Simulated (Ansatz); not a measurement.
# Two runs on Cu

System: Cu (P2₁/m, 2 atoms in the cell).
Method of run A: DFT LDA, scalar-relativistic, plane waves, PAW, PAW set soft_1, no spin polarisation (Ansatz 0.2.0).

The structure derives from a Materials Project entry. Text and figures count atoms from 1; the logs count them from 0 in places.

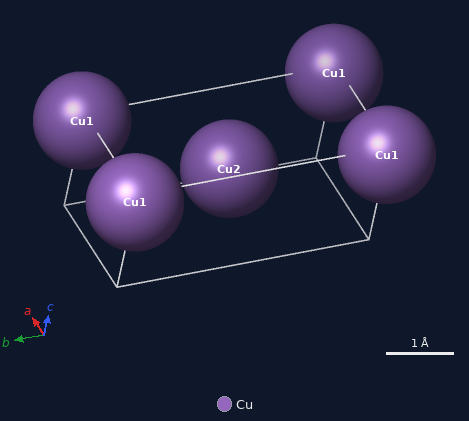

Fig. 1: The input geometry (spheres-only view of the cell of the calculation, set on other vectors, seen at an oblique angle; atoms are numbered from 1 in the order of the input). An atom can appear more than once, as a periodic image.

**Input, run A**
```yaml
crystal:
  lattice:
    - [-1.427395735, 1.427395735, 1.3410790631]
    - [1.427395735, -1.427395735, 1.3410790631]
    - [2.85479147, 2.85479147, 0.0]
  atoms:
    - { symbol: Cu, position: [0.0112403987, -0.0922945311, 0.0] }
    - { symbol: Cu, position: [0.4887596013, 0.5922945311, 0.5] }
basis:
  ecutwfc: 520.0
kpoints:
  mp_grid: { grid: [20, 20, 12] }
hamiltonian:
  xc: lda
  pseudopotentials: { kind: paw, azcp: { folder: soft_1 } }
scf:
  occupations: { method: gaussian, width: 0.15 }
output:
  forces: true
  stress: true
  eigenvalues: true
```

Command:
```bash
ansatz run input.yaml --threads 2 --pin off --max-ram 4096MiB --backend cpu --events-out ev --progress --plain --runs-dir out
```

Hardware: 2 threads of Arm Neoverse V1, 24 GiB of memory available, shared host.

**Output, shortened to warnings, some set-up lines, iterations and results (run A)**
```
Warning: [file] the record states the generating functional pbe (its physics header spells it `PBE`), which answers neither for hamiltonian.xc's functional nor for the lda family's — results may be inconsistent (PPs are generated against a specific XC)
Basis set: ecut = 520 eV, 605 PW (Γ)
Symmetry: 4 space group operations
k-points: 1414 of 4800
Initial density: superposition of atomic densities (chi_scale 0.1, normalization cell)
[...]
SCF iter   1: F=—  HF=-13113.651690 eV  |F-HF|=—  |Δ(HF+E_count)|=         —  Δρ=3.07e-1  dr2=1.19e1  ethr=3.10e-3  ⟨swp⟩=4.5  Hψ=116153  notcnv=0
SCF iter   2: F=—  HF=-13111.858916 eV  |F-HF|=—  |Δ(HF+E_count)|=    1.79e0  Δρ=1.30e-1  dr2=2.38e0  ethr=3.10e-3  ⟨swp⟩=2.1  Hψ=65202  notcnv=0  defer=173
SCF iter   3: F=—  HF=-13111.356446 eV  |F-HF|=—  |Δ(HF+E_count)|=   5.02e-1  Δρ=3.52e-2  dr2=1.85e-1  ethr=3.10e-3  ⟨swp⟩=2.1  Hψ=49423  notcnv=0  defer=177
SCF iter   4: F=—  HF=-13111.318514 eV  |F-HF|=—  |Δ(HF+E_count)|=   3.79e-2  Δρ=3.83e-3  dr2=8.76e-4  ethr=4.87e-4  ⟨swp⟩=2.0  Hψ=47792  notcnv=0  defer=176
SCF iter   5: F=—  HF=-13111.322326 eV  |F-HF|=—  |Δ(HF+E_count)|=   3.81e-3  Δρ=7.43e-4  dr2=6.86e-5  ethr=2.31e-6  ⟨swp⟩=2.0  Hψ=65519  notcnv=0  defer=177
SCF iter   6: F=—  HF=-13111.322309 eV  |F-HF|=—  |Δ(HF+E_count)|=   1.74e-5  Δρ=3.73e-5  dr2=1.41e-7  ethr=1.81e-7  ⟨swp⟩=2.0  Hψ=46682  notcnv=0  defer=177
SCF iter   7: F=-13111.322309 eV  HF=-13111.322309 eV  |F-HF|=5.62e-10  |Δ(HF+E_count)|=   1.17e-7  Δρ=5.70e-6  dr2=2.68e-9  ethr=2.63e-10  ⟨swp⟩=5.6  Hψ=143120  notcnv=0
SCF 1 converged in 7 iterations: F = -13111.322309 eV  dr2 = 2.68e-9
SCF converged after 7 iterations
Free energy (F): -13111.322309 eV
Harris-Foulkes:  -13111.322309 eV  (|F-HF|=5.62e-10)
Internal energy: -13111.314636 eV  (E = F + TS)
E sigma→0 (E₀):  -13111.318472 eV
Entropy (-TS):   -0.007673 eV (-3.836 meV/atom)
Fermi energy:    17.596699 eV
--- Per-component energies (eV) ---
  E_band       = -688.503232
  E_kinetic    = 528.617831
  E_local      = -8739.933799  (includes V_loc(G=0)·N_el)
  E_nonlocal   = 1786.260489
  E_hartree    = 3701.105051
  E_xc         = -139.244527
  E_vxc        = -180.518643  (∫ρ·V_xc dr)
  E_paw        = -3491.115392  (= ΣΔE_a)
  E_vpaw       = -1485.145825  (= ΣTr[D̂ρ^β])
  E_aug_tail   = 0.000669  (compensation charges beyond the density's cutoff)
  E_ewald      = -6757.904281
  E_core_change = 0.899322  (= ΣΔE_core)
  E_smearing   = -0.007673  (= −TS)
  E_closure    = -0.000000  (closes the sum)
  Σ components = -13111.322309   (vs F -13111.322309, Δ=0.00e0)
--- Forces (eV/Å), atoms counted from 1 ---
  atom   1  Cu    -0.06644826     0.06644826     0.57357687
  atom   2  Cu     0.06644826    -0.06644826    -0.57357687
  max |Σ_I F_I| component: 1.39e-17 eV/Å
--- Stress (GPa, compression-positive) ---
        3.447886       0.028536      -1.393819
        0.028536       3.447886       1.393819
       -1.393819       1.393819      -2.608317
  P = ⅓ Tr σ = 1.4292 GPa (14.292 kbar)
```

For run B the input was changed thus:
```diff
-basis:
-  ecutwfc: 520.0
+  symmetry: { detect: false }
+  mixing: { algorithm: msr1, beta: 0.05, ndim: 16 }
```

What does this change do to the results?

The free energy of run B is 1.4 meV per atom higher, which comes mainly from the change of cutoff or grids; a solver setting shouldn't move a converged energy. More plane waves can only lower the energy of a fixed Hamiltonian, so the higher cutoff gives the lower value. The SCF takes 10 iterations against 7. The irreducible k-points go from 1414 to 2404. The plane waves at Γ go from 605 to 427. On the same kind of shared host run B took about 3.2 times as long.

**Output, shortened to warnings, some set-up lines, iterations and results (run B)**
```
Warning: [file] the record states the generating functional pbe (its physics header spells it `PBE`), which answers neither for hamiltonian.xc's functional nor for the lda family's — results may be inconsistent (PPs are generated against a specific XC)
Basis set: ecut = 420 eV, 427 PW (Γ)
Symmetry: 1 space group operations
k-points: 2404 of 4800 (time reversal used)
Initial density: superposition of atomic densities (chi_scale 0.1, normalization cell)
[...]
SCF iter   1: F=—  HF=-13113.644873 eV  |F-HF|=—  |Δ(HF+E_count)|=         —  Δρ=3.07e-1  dr2=1.19e1  ethr=3.10e-3  ⟨swp⟩=4.5  Hψ=195094  notcnv=0
SCF iter   2: F=—  HF=-13113.117663 eV  |F-HF|=—  |Δ(HF+E_count)|=   5.27e-1  Δρ=2.67e-1  dr2=9.15e0  ethr=3.10e-3  ⟨swp⟩=2.0  Hψ=82610  notcnv=0  defer=277
SCF iter   3: F=—  HF=-13111.540832 eV  |F-HF|=—  |Δ(HF+E_count)|=    1.58e0  Δρ=3.58e-2  dr2=2.43e-1  ethr=3.10e-3  ⟨swp⟩=2.8  Hψ=107025  notcnv=0  defer=284
SCF iter   4: F=—  HF=-13111.298246 eV  |F-HF|=—  |Δ(HF+E_count)|=   2.43e-1  Δρ=1.34e-2  dr2=3.27e-2  ethr=6.40e-4  ⟨swp⟩=2.0  Hψ=108559  notcnv=0  defer=341
SCF iter   5: F=—  HF=-13111.300799 eV  |F-HF|=—  |Δ(HF+E_count)|=   2.55e-3  Δρ=1.08e-2  dr2=5.97e-3  ethr=8.62e-5  ⟨swp⟩=2.0  Hψ=80818  notcnv=0  defer=341
SCF iter   6: F=—  HF=-13111.319441 eV  |F-HF|=—  |Δ(HF+E_count)|=   1.86e-2  Δρ=7.90e-3  dr2=9.01e-3  ethr=1.57e-5  ⟨swp⟩=2.0  Hψ=93826  notcnv=0  defer=341
SCF iter   7: F=—  HF=-13111.319494 eV  |F-HF|=—  |Δ(HF+E_count)|=   5.29e-5  Δρ=1.23e-3  dr2=1.17e-4  ethr=1.57e-5  ⟨swp⟩=2.0  Hψ=79861  notcnv=0  defer=341
SCF iter   8: F=—  HF=-13111.319466 eV  |F-HF|=—  |Δ(HF+E_count)|=   2.82e-5  Δρ=2.24e-4  dr2=7.42e-6  ethr=3.07e-7  ⟨swp⟩=2.4  Hψ=85307  notcnv=0  defer=342
SCF iter   9: F=—  HF=-13111.319476 eV  |F-HF|=—  |Δ(HF+E_count)|=   1.02e-5  Δρ=6.23e-5  dr2=6.00e-7  ethr=1.95e-8  ⟨swp⟩=2.0  Hψ=80310  notcnv=0  defer=342
SCF iter  10: F=-13111.319477 eV  HF=-13111.319477 eV  |F-HF|=5.16e-9  |Δ(HF+E_count)|=   6.01e-7  Δρ=8.77e-6  dr2=1.25e-8  ethr=2.63e-10  ⟨swp⟩=5.5  Hψ=215986  notcnv=0
SCF 1 converged in 10 iterations: F = -13111.319477 eV  dr2 = 1.25e-8
SCF converged after 10 iterations
Free energy (F): -13111.319477 eV
Harris-Foulkes:  -13111.319477 eV  (|F-HF|=5.16e-9)
Internal energy: -13111.311804 eV  (E = F + TS)
E sigma→0 (E₀):  -13111.315640 eV
Entropy (-TS):   -0.007673 eV (-3.836 meV/atom)
Fermi energy:    17.598967 eV
--- Per-component energies (eV) ---
  E_band       = -688.393061
  E_kinetic    = 528.749776
  E_local      = -8739.499157  (includes V_loc(G=0)·N_el)
  E_nonlocal   = 1785.599221
  E_hartree    = 3700.759161
  E_xc         = -139.276570
  E_vxc        = -180.560249  (∫ρ·V_xc dr)
  E_paw        = -3490.641061  (= ΣΔE_a)
  E_vpaw       = -1484.214752  (= ΣTr[D̂ρ^β])
  E_aug_tail   = 0.001785  (compensation charges beyond the density's cutoff)
  E_ewald      = -6757.904281
  E_core_change = 0.899322  (= ΣΔE_core)
  E_smearing   = -0.007673  (= −TS)
  E_closure    = 0.000000  (closes the sum)
  Σ components = -13111.319477   (vs F -13111.319477, Δ=0.00e0)
--- Forces (eV/Å), atoms counted from 1 ---
  atom   1  Cu    -0.06644031     0.06643940     0.57373417
  atom   2  Cu     0.06644054    -0.06643961    -0.57373503
  max |Σ_I F_I| component: 8.56e-7 eV/Å
--- Stress (GPa, compression-positive) ---
        3.449249       0.028164      -1.394553
        0.028164       3.449256       1.394546
       -1.394553       1.394546      -2.609616
  P = ⅓ Tr σ = 1.4296 GPa (14.296 kbar)
```

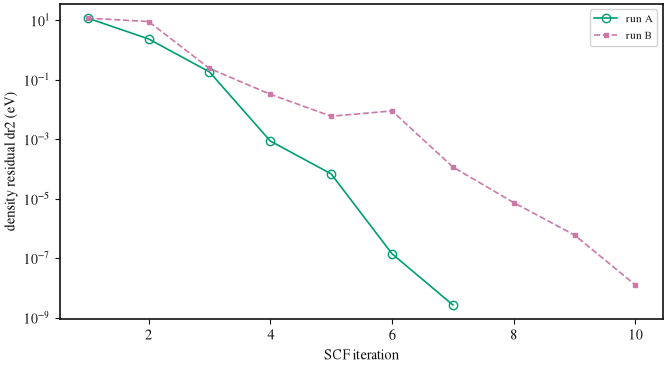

Fig. 2: Convergence of the two runs: density residual dr2 against the SCF iteration. Run A takes 7 iterations in all, and run B takes 10.

**The two runs side by side**

| quantity | run A | run B |
| --- | --- | --- |
| outcome | converged | converged |
| free energy per atom (eV) | −6555.6612 | −6555.6597 |
| energy per atom, smearing taken to zero (eV) | −6555.6592 | −6555.6578 |
| gap on the mesh (eV) | 0.00 | 0.00 |
| pressure (GPa) | 1.43 | 1.43 |
| largest force (eV/Å) | 0.581 | 0.581 |
| SCF iterations | 7 | 10 |
| irreducible k-points | 1414 | 2404 |
| plane waves at Γ | 605 | 427 |
| wall time (shared host) | 29 s | 92 s |

For both runs: Warnings: the PAW datasets were made with another functional.
